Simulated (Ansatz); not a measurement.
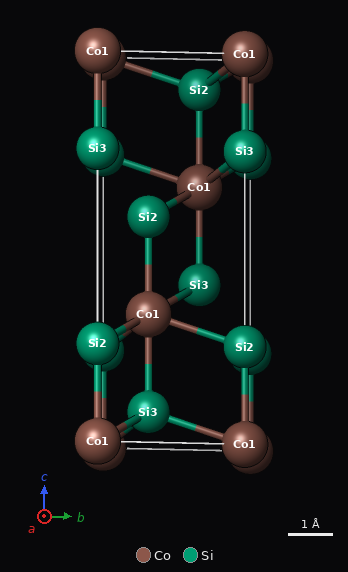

This is the input geometry for a relaxation of a crystal of CoSi2 (set up in R-3m). The picture is a ball-and-stick view of the conventional cell (3 times the calculation's cell), seen from a free direction. Lengths and directions refer to the drawn axes.

Case: film's bulk on the substrate's plane, third vector and atoms relaxed.

These are results of Ansatz, DFT PBE, scalar-relativistic, plane waves, PAW, not measurements.

Input file:
```yaml
crystal:
  lattice:
    - [3.8677060746, 0.0, 0.0]
    - [-1.9338530373, 3.349531715, 0.0]
    - [-1.9338530373, 1.1165105717, 3.0200771098]
  atoms:
    - { symbol: Co, position: [0.0, 0.0, 0.0] }
    - { symbol: Si, position: [0.25, 0.75, 0.75] }
    - { symbol: Si, position: [0.75, 0.25, 0.25] }
basis:
  ecutwfc: 420
kpoints:
  mp_grid: { grid: [9, 9, 11] }
hamiltonian:
  xc: pbe
scf:
  occupations: { method: gaussian, width: 0.1 }
output:
  forces: true
  stress: true
  eigenvalues: true
relax:
  adjacent_minimum: "off"
  f_tol: 0.01
  max_steps: 50
  cell: { fix: [a, b, gamma], stress_tol: 0.1 }
```

Command:
```bash
ansatz run input.yaml --threads 4 --pin off --max-ram 10240MiB --backend cpu --events-out ev --progress --plain --runs-dir out
```

Q: Where does the relaxation end?

A: The largest moves relative to the cell, 0.029 Å, are those of Si2 and Si3. Si3 goes along −c. Co stays in place. The drawn cell changes as follows: a = b unchanged at 3.868 Å, c 9.060 → 9.156 Å (+1.1 %); the volume changes by +1.1 %. Some distances before and after: Co1–Si2 2.265 → 2.318 Å, Co1–Si2 (another image) 2.357 → 2.350 Å. The space group stays R-3m (No. 166). After 3 accepted moves (4 points after the start) the energy has fallen by 21.4 meV per cell of the calculation. The largest force component goes from 0.45 to 0.0011 eV/Å. The pressure goes from −2.35 to −4.42 GPa. The SCF was repeated once at an unchanged geometry on a basis and grid sized afresh for the cell, which shifted the energy by 0.2 meV per cell of the calculation at most. Cost: 13 s on 4 threads of Intel(R) Xeon(R) Platinum 8488C (Sapphire Rapids), with other jobs on the host, peak memory 0.55 GiB.

After the run, drawn alike:

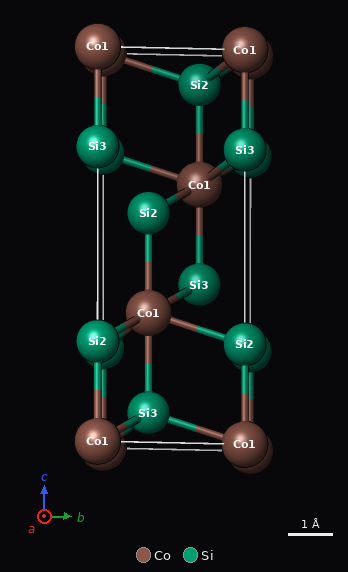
